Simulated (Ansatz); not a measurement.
**Single-point calculation of Ge₅₂Si₁₂ (part 1 of 2)**

The run: single-point calculation of Ge₅₂Si₁₂ (P1, 64 atoms in the cell). Method and program: DFT, HSE06, PAW, plane waves (Ansatz 0.2.0).

The structure was built on a prototype by a generator.

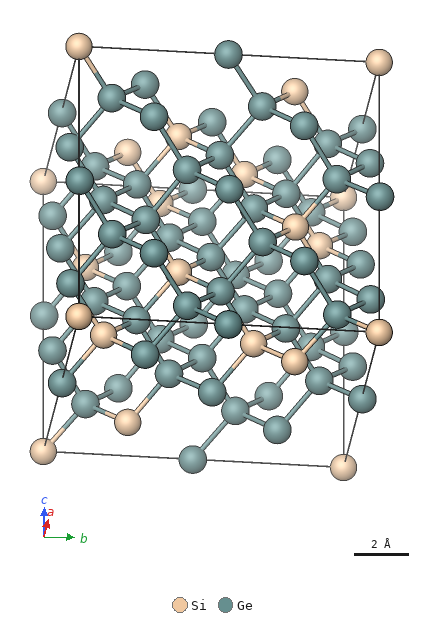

**Figure 1.** The structure as given in the input (ball-and-stick view of the cell of the calculation, seen at an oblique angle).

Input:
```yaml
crystal:
  lattice:
    - [11.249344, 0.000000, 0.000000]
    - [0.000000, 11.249344, 0.000000]
    - [0.000000, 0.000000, 11.249344]
  atoms:
    - { symbol: Si, position: [0.000138, 0.999919, 0.999450] }
    - { symbol: Si, position: [0.125517, 0.125105, 0.625672] }
    - { symbol: Si, position: [0.625065, 0.126458, 0.125262] }
    - { symbol: Si, position: [0.626576, 0.626064, 0.122471] }
    - { symbol: Si, position: [0.248291, 0.251576, 0.998028] }
    - { symbol: Si, position: [0.748846, 0.748455, 0.002046] }
    - { symbol: Si, position: [0.750056, 0.750625, 0.500167] }
    - { symbol: Si, position: [0.374492, 0.875566, 0.626335] }
    - { symbol: Si, position: [0.375771, 0.625032, 0.874735] }
    - { symbol: Si, position: [0.127527, 0.373585, 0.876557] }
    - { symbol: Si, position: [0.624972, 0.375706, 0.373181] }
    - { symbol: Si, position: [0.624853, 0.376019, 0.875746] }
    - { symbol: Ge, position: [0.001067, 0.002525, 0.501929] }
    - { symbol: Ge, position: [0.001649, 0.497632, 0.998329] }
    - { symbol: Ge, position: [0.999657, 0.501224, 0.500500] }
    - { symbol: Ge, position: [0.501657, 0.002997, 0.002087] }
    - { symbol: Ge, position: [0.498789, 0.997338, 0.502290] }
    - { symbol: Ge, position: [0.502244, 0.502683, 0.997538] }
    - { symbol: Ge, position: [0.502335, 0.498323, 0.497941] }
    - { symbol: Ge, position: [0.124875, 0.125479, 0.120173] }
    - { symbol: Ge, position: [0.125531, 0.624912, 0.124130] }
    - { symbol: Ge, position: [0.126055, 0.625272, 0.627414] }
    - { symbol: Ge, position: [0.624589, 0.125501, 0.625957] }
    - { symbol: Ge, position: [0.625882, 0.626826, 0.623527] }
    - { symbol: Ge, position: [0.248640, 0.248530, 0.502360] }
    - { symbol: Ge, position: [0.252190, 0.749331, 0.997582] }
    - { symbol: Ge, position: [0.252599, 0.751633, 0.502115] }
    - { symbol: Ge, position: [0.746713, 0.250133, 0.999739] }
    - { symbol: Ge, position: [0.748133, 0.252337, 0.497966] }
    - { symbol: Ge, position: [0.374926, 0.373972, 0.121712] }
    - { symbol: Ge, position: [0.375461, 0.375612, 0.626073] }
    - { symbol: Ge, position: [0.376797, 0.874724, 0.124668] }
    - { symbol: Ge, position: [0.873337, 0.375550, 0.124739] }
    - { symbol: Ge, position: [0.875579, 0.374605, 0.626494] }
    - { symbol: Ge, position: [0.874390, 0.875485, 0.120985] }
    - { symbol: Ge, position: [0.873859, 0.873798, 0.622840] }
    - { symbol: Ge, position: [0.250171, 0.000730, 0.248237] }
    - { symbol: Ge, position: [0.250006, 0.001224, 0.747339] }
    - { symbol: Ge, position: [0.250756, 0.499445, 0.249616] }
    - { symbol: Ge, position: [0.250934, 0.499631, 0.754870] }
    - { symbol: Ge, position: [0.748741, 0.001542, 0.247502] }
    - { symbol: Ge, position: [0.750801, 0.998802, 0.750613] }
    - { symbol: Ge, position: [0.746214, 0.501581, 0.249376] }
    - { symbol: Ge, position: [0.748095, 0.499251, 0.752085] }
    - { symbol: Ge, position: [0.375637, 0.124833, 0.375429] }
    - { symbol: Ge, position: [0.373368, 0.127739, 0.876346] }
    - { symbol: Ge, position: [0.376793, 0.625057, 0.374409] }
    - { symbol: Ge, position: [0.874753, 0.125734, 0.374344] }
    - { symbol: Ge, position: [0.877047, 0.123971, 0.876811] }
    - { symbol: Ge, position: [0.871957, 0.627066, 0.376308] }
    - { symbol: Ge, position: [0.872713, 0.625539, 0.877865] }
    - { symbol: Ge, position: [0.000062, 0.249901, 0.248352] }
    - { symbol: Ge, position: [0.004931, 0.249467, 0.751457] }
    - { symbol: Ge, position: [0.999103, 0.751035, 0.249729] }
    - { symbol: Ge, position: [0.998192, 0.750414, 0.751000] }
    - { symbol: Ge, position: [0.503007, 0.250424, 0.249516] }
    - { symbol: Ge, position: [0.501506, 0.252735, 0.752836] }
    - { symbol: Ge, position: [0.503567, 0.748038, 0.247663] }
    - { symbol: Ge, position: [0.496671, 0.750346, 0.750090] }
    - { symbol: Ge, position: [0.124769, 0.374647, 0.375269] }
    - { symbol: Ge, position: [0.125623, 0.876337, 0.375816] }
    - { symbol: Ge, position: [0.123888, 0.877188, 0.875296] }
    - { symbol: Ge, position: [0.626982, 0.873378, 0.376004] }
    - { symbol: Ge, position: [0.625689, 0.872929, 0.877758] }
kpoints:
  mp_grid: { grid: [1, 1, 1] }
hamiltonian:
  xc: hse06
scf:
  occupations: { method: fermi_dirac, width: 0.01 }
output:
  forces: true
  eigenvalues: true
  populations: true
  eigenstates: { kpoints: [[0, 0, 0]], e_range: [-6.0, 6.0], localisation: true }
```

Output:
```
Pseudopotentials: kind: paw
Functional definition: HSE06
  parameter a = 0.25
  parameter omega = 0.11/bohr
  exchange = pbe_x - a*pbe_x_sr(omega) + a*exact_x_sr(omega)
  correlation = pbe_c
Crystal: 64 atoms, lattice volume = 1423.579 Å³
Basis set: ecut = 420 eV, 27825 PW (Γ), exchange–correlation on 160×160×160 points (8 copies of the dense FFT grid, shifted against one another)
Bands: 466, of which v1, the nominal top of the filled ones, is band 388 counted from 1 (387 counted from 0)
Symmetry: 1 space group operations
Space group: P1 (ITA 1), of the structure as read, at distance tolerance 1.1e-4 Å
k-points: 1
Non-local potential: Si, projectors of the file, l = 0: 2, l = 1: 2, l = 2: 2
Non-local potential: Ge, projectors of the file, l = 0: 2, l = 1: 2, l = 2: 3, l = 3: 1
PAW form: soft (Blöchl's): semilocal exchange-correlation on the pseudo side does not see the compensation charge
PAW frozen core: Si, regenerated for the run's functional, and the local potential with it (the file was generated under x = pbe(κ = 0.804, μ = 0.2195149727645171), c = pbe(β = 0.06672455060314922))
PAW frozen core: Ge, regenerated for the run's functional, and the local potential with it (the file was generated under x = pbe(κ = 0.804, μ = 0.2195149727645171), c = pbe(β = 0.06672455060314922))
PAW one-centre angular grid: Si, 110 points (default); XC on 64 Gauss nodes
PAW one-centre angular grid: Ge, 590 points (default); XC on 64 Gauss nodes
Initial density: superposition of atomic densities (neutral atoms: chi_scale 0, normalization atom), corrected by the library's trained network
Initial wavefunctions: pseudopotential atomic-orbital guess
Functional: x = pbe(κ = 0.804, μ = 0.2195149727645171), c = pbe(β = 0.06672455060314922), warm-up for x = pbe(κ = 0.804, μ = 0.2195149727645171) + 0.25 (exact − pbe) at short range (hse, ω = 0.20786987370883472 Å⁻¹), c = pbe(β = 0.06672455060314922); HSE06 as pw.x's `hse` composes it (authors' and Libxc's form: `xc: wpbeh`)
SCF iter   1: F=—  HF=-230959.056973 eV  |F-HF|=—  |Δ(HF+E_count)|=         —  Δρ=2.06e-3  dr2=7.15e-2  ethr=1.77e-3  ⟨swp⟩=20.0  Hψ=2179  notcnv=5
preconditioner: auto → none  [insulator: Δε(μ)=0.295 eV  Ē_g=21.288 eV  σ=0.010 eV  W_gap=1.00  n_scr=364 (ndim 8)  ℏωp=27.4 eV  f_vac=0.040  D(μ)=0.00/eV (n_scr^D=0)]
SCF iter   2: F=—  HF=-230959.087698 eV  |F-HF|=—  |Δ(HF+E_count)|=   3.07e-2  Δρ=1.18e-3  dr2=7.79e-2  ethr=9.21e-6  ⟨swp⟩=7.0  Hψ=1712  notcnv=0  defer=46
SCF iter   3: F=—  HF=-230959.094661 eV  |F-HF|=—  |Δ(HF+E_count)|=   6.96e-3  Δρ=9.47e-4  dr2=1.22e-1  ethr=9.21e-6  ⟨swp⟩=10.0  Hψ=1466  notcnv=0  defer=32
iter 4 solved again at ethr=7.57e-7 eV; its pass at ethr=9.21e-6 eV (dr2=5.87e-3 eV) is discarded
SCF iter   4: F=—  HF=-230959.077360 eV  |F-HF|=—  |Δ(HF+E_count)|=   1.73e-2  Δρ=5.47e-4  dr2=5.50e-3  ethr=7.57e-7  ⟨swp⟩=7.0  Hψ=2317  notcnv=0
SCF iter   5: F=—  HF=-230959.077204 eV  |F-HF|=—  |Δ(HF+E_count)|=   1.55e-4  Δρ=1.01e-4  dr2=1.50e-4  ethr=7.09e-7  ⟨swp⟩=12.0  Hψ=1173  notcnv=0  defer=2
SCF iter   6: F=—  HF=-230959.077203 eV  |F-HF|=—  |Δ(HF+E_count)|=   1.18e-6  Δρ=6.42e-5  dr2=6.90e-5  ethr=1.93e-8  ⟨swp⟩=6.0  Hψ=1086  notcnv=0
SCF iter   7: F=—  HF=-230959.077208 eV  |F-HF|=—  |Δ(HF+E_count)|=   4.92e-6  Δρ=3.88e-5  dr2=2.02e-5  ethr=8.89e-9  ⟨swp⟩=4.0  Hψ=917  notcnv=0
SCF iter   8: F=-230959.077213 eV  HF=-230959.077213 eV  |F-HF|=1.14e-7  |Δ(HF+E_count)|=   5.07e-6  Δρ=1.23e-5  dr2=2.04e-6  ethr=2.60e-9  ⟨swp⟩=3.0  Hψ=922  notcnv=0
SCF 1 stopped early in 8 iterations: F = -230959.077213 eV  dr2 = 2.04e-6
  greatest PAW one-centre occupation: 0.998 electrons in one spin orbital (limit 2), on the Ge atom at site 20 (counted from 0), in its partial waves of l = 2
the semilocal start has a gap of 0.291 eV: under exact exchange another state, often on complex orbitals, can lie lower than the one that it leads to. A single point with scf.lower_state_search: full and scf.eigensolver.gamma_real: false can look for it
Initial density: handed on by an earlier stage of this run
Initial wavefunctions: those handed on with the density
Functional: x = pbe(κ = 0.804, μ = 0.2195149727645171) + 0.25 (exact − pbe) at short range (hse, ω = 0.20786987370883472 Å⁻¹), c = pbe(β = 0.06672455060314922); HSE06 as pw.x's `hse` composes it (authors' and Libxc's form: `xc: wpbeh`)
Exchange kernel: α = 0.2500, screened, ω = 0.2079 Å⁻¹, Wigner–Seitz truncation, v(0) = 956.8484 eV·Å³, q-mesh 1×1×1, nearest image of the exchange supercell L = 11.25 Å, pair-density grid 50×50×50, without the augmentation charges, whose exchange is taken in its separable form (sized by the pseudopotential files, 75×75×75 at the most), smooth part of the exchange summed in real space on grids 54×5
Frozen-core exchange: fock
SCF iter   1: F=—  HF=-231012.119089 eV  |F-HF|=—  |Δ(HF+E_count)|=         —  Δρ=1.11e-2  dr2=6.10e-1  ethr=2.63e-9  ⟨swp⟩=16.0  Hψ=3311  notcnv=0
preconditioner: auto → none  [insulator: Δε(μ)=0.946 eV  Ē_g=9.764 eV  σ=0.010 eV  W_gap=1.00  n_scr=364 (ndim 8)  ℏωp=15.7 eV  f_vac=0.047  D(μ)=0.00/eV (n_scr^D=0)]
SCF iter   2: F=—  HF=-231011.622476 eV  |F-HF|=—  |Δ(HF+E_count)|=   4.97e-1  Δρ=3.04e-3  dr2=1.19e-1  ethr=2.63e-9  ⟨swp⟩=6.0  Hψ=2383  notcnv=0
SCF iter   3: F=—  HF=-231011.615294 eV  |F-HF|=—  |Δ(HF+E_count)|=   7.18e-3  Δρ=1.63e-3  dr2=5.54e-2  ethr=2.63e-9  ⟨swp⟩=6.0  Hψ=2350  notcnv=0
SCF iter   4: F=—  HF=-231011.874363 eV  |F-HF|=—  |Δ(HF+E_count)|=   2.59e-1  Δρ=1.71e-3  dr2=7.32e-2  ethr=2.63e-9  ⟨swp⟩=6.0  Hψ=2408  notcnv=0
SCF iter   5: F=—  HF=-231011.866213 eV  |F-HF|=—  |Δ(HF+E_count)|=   8.15e-3  Δρ=4.39e-4  dr2=4.00e-2  ethr=2.63e-9  ⟨swp⟩=6.0  Hψ=2357  notcnv=0
SCF iter   6: F=—  HF=-231011.859389 eV  |F-HF|=—  |Δ(HF+E_count)|=   6.82e-3  Δρ=1.26e-4  dr2=2.79e-3  ethr=2.63e-9  ⟨swp⟩=6.0  Hψ=2003  notcnv=0
SCF iter   7: F=—  HF=-231011.858973 eV  |F-HF|=—  |Δ(HF+E_count)|=   4.16e-4  Δρ=4.61e-5  dr2=7.19e-4  ethr=2.63e-9  ⟨swp⟩=5.0  Hψ=1657  notcnv=0
SCF iter   8: F=—  HF=-231011.864108 eV  |F-HF|=—  |Δ(HF+E_count)|=   5.14e-3  Δρ=1.38e-4  dr2=7.74e-4  ethr=2.63e-9  ⟨swp⟩=6.0  Hψ=2004  notcnv=0
SCF iter   9: F=-231011.863928 eV  HF=-231011.863939 eV  |F-HF|=1.14e-5  |Δ(HF+E_count)|=   1.69e-4  Δρ=1.52e-5  dr2=2.75e-5  ethr=2.63e-9  ⟨swp⟩=5.0  Hψ=1347  notcnv=0
SCF 2 stopped early in 9 iterations: F = -231011.863928 eV  dr2 = 2.75e-5
  Residual-converged pass: ⟨swp⟩=4.0  Hψ=1183  notcnv=0  max |occ|·‖R‖ = 6.1e-6 eV (tolerance 6.7e-6 eV)  dr2=2.76e-5  dr2_onsite=2.29e-6  max |Δocc| = 0.0e0
  greatest PAW one-centre occupation: 0.998 electrons in one spin orbital (limit 2), on the Ge atom at site 63 (counted from 0), in its partial waves of l = 2
hybrid outer 1: dexx = +2.934e-1 eV, tail = 9.65e-4 eV
SCF iter   1: F=—  HF=-231011.872883 eV  |F-HF|=—  |Δ(HF+E_count)|=         —  Δρ=6.38e-5  dr2=4.51e-5  ethr=6.21e-7  ⟨swp⟩=9.0  Hψ=1222  notcnv=0
preconditioner: auto → none  [insulator: Δε(μ)=1.004 eV  Ē_g=24.294 eV  σ=0.010 eV  W_gap=1.00  n_scr=364 (ndim 8)  ℏωp=27.4 eV  f_vac=0.047  D(μ)=0.00/eV (n_scr^D=0)]
SCF iter   2: F=—  HF=-231011.872894 eV  |F-HF|=—  |Δ(HF+E_count)|=   1.03e-5  Δρ=1.20e-5  dr2=8.81e-6  ethr=4.51e-9  ⟨swp⟩=4.0  Hψ=1488  notcnv=0
SCF iter   3: F=—  HF=-231011.872911 eV  |F-HF|=—  |Δ(HF+E_count)|=   1.69e-5  Δρ=1.06e-5  dr2=1.81e-6  ethr=8.15e-10  ⟨swp⟩=8.0  Hψ=1262  notcnv=0
SCF iter   4: F=—  HF=-231011.872910 eV  |F-HF|=—  |Δ(HF+E_count)|=   5.20e-7  Δρ=3.98e-6  dr2=2.56e-7  ethr=1.94e-10  ⟨swp⟩=5.0  Hψ=1207  notcnv=0
SCF iter   5: F=—  HF=-231011.872911 eV  |F-HF|=—  |Δ(HF+E_count)|=   6.94e-7  Δρ=2.24e-6  dr2=3.17e-7  ethr=2.17e-11  ⟨swp⟩=7.0  Hψ=1339  notcnv=0  defer=32
SCF iter   6: F=—  HF=-231011.872911 eV  |F-HF|=—  |Δ(HF+E_count)|=   3.34e-8  Δρ=1.00e-6  dr2=1.27e-7  ethr=2.17e-11  ⟨swp⟩=6.0  Hψ=1094  notcnv=0  defer=31
SCF iter   7: F=-231011.872911 eV  HF=-231011.872911 eV  |F-HF|=1.30e-8  |Δ(HF+E_count)|=   3.02e-8  Δρ=5.63e-7  dr2=1.14e-8  ethr=1.57e-11  ⟨swp⟩=6.0  Hψ=1030  notcnv=0  defer=22
SCF 3 converged in 7 iterations: F = -231011.872911 eV  dr2 = 1.14e-8
  Residual-converged pass: ⟨swp⟩=3.0  Hψ=892  notcnv=0  max |occ|·‖R‖ = 2.0e-6 eV (tolerance 2.4e-6 eV)  dr2=1.20e-8  dr2_onsite=6.65e-9  max |Δocc| = 0.0e0
```
